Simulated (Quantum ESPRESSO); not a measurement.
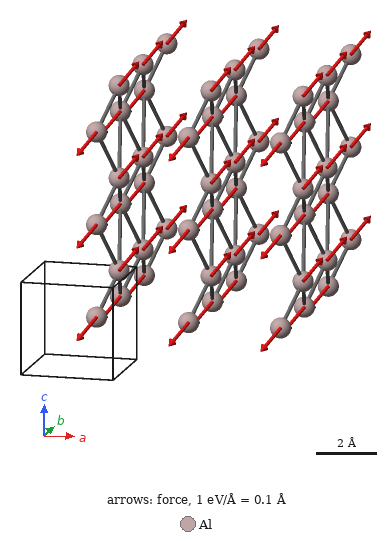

Starting geometry of solid Al (set up in P-1) with the computed forces as red arrows. Style: ball-and-stick. Shown: the cell of the calculation, repeated 3 × 3 × 3 with one cell outlined, slightly off an axis.

The run lets the atoms move in a fixed cell.

Theory: Kohn-Sham DFT of a periodic cell, PBE with D3(BJ), PseudoDojo 0.4.1 SR PBE standard in Quantum ESPRESSO 7.5.

Input file:
```python
import numpy as np
from ase.calculators.espresso import Espresso, EspressoProfile
from ase.io import read

atoms = read('POSCAR')

input_data = {
    'control': {'calculation': 'scf', 'prefix': 'pwscf', 'outdir': './tmp', 'tprnfor': True, 'tstress': True, 'disk_io': 'low'},
    'system': {'ecutwfc': 40.0, 'nbnd': 8, 'occupations': 'smearing', 'smearing': 'gaussian', 'degauss': 0.00183747, 'vdw_corr': 'grimme-d3', 'dftd3_version': 4},
    'electrons': {'conv_thr': 4e-10, 'electron_maxstep': 120, 'mixing_beta': 0.2},
}
pseudopotentials = {'Al': 'Al.upf'}
profile = EspressoProfile(command='pw.x', pseudo_dir='pseudo')
dft = Espresso(profile=profile, input_data=input_data, pseudopotentials=pseudopotentials, kpts=(8, 8, 8), koffset=(0, 0, 0))
atoms.calc = dft

from ase.optimize import BFGSLineSearch
done = BFGSLineSearch(atoms, trajectory='opt.traj').run(fmax=0.02, steps=30)
print('converged', done)
print(f'energy {atoms.get_potential_energy():.8f} eV')
print('forces (eV/A)')
print(np.round(atoms.get_forces(), 6))
print('stress (eV/A^3, Voigt)')
print(np.round(atoms.get_stress(), 8))
print(f'Fermi level {dft.get_fermi_level():.4f} eV')
```

Run as
```bash
OMP_NUM_THREADS=1 python run.py
```

**Is this structure relaxed? If not, where do the atoms go?**

It isn't relaxed: the largest force vector, on Al atoms, is 11.88 eV/Å. The final displacements follow the starting forces only in part (cosine between the two patterns 0.72). Over 8 geometry steps the energy falls by 2228 meV per atom. The largest force component goes from 8.7 to 0.014 eV/Å. The largest moves, 0.61 Å, are those of Al atoms. The cell doesn't change. Near-neighbour distances that change, for instance: Al–Al 3.830 → 2.759 Å, Al–Al 1.862 → 2.753 Å, Al–Al 3.636 → 2.757 Å, Al–Al 3.468 → 2.755 Å. New bonds form, among them: Al–Al (3.47 → 2.75 Å), Al–Al (3.64 → 2.76 Å), Al–Al (3.83 → 2.76 Å). Among the angles between lasting bonds that change: Al–Al–Al 154.4° → 109.5°, Al–Al–Al 147.4° → 109.5°, Al–Al–Al 102.2° → 70.6°. The space group (tolerance 0.01 Å) goes from P-1 (No. 2) to Im-3m (No. 229).
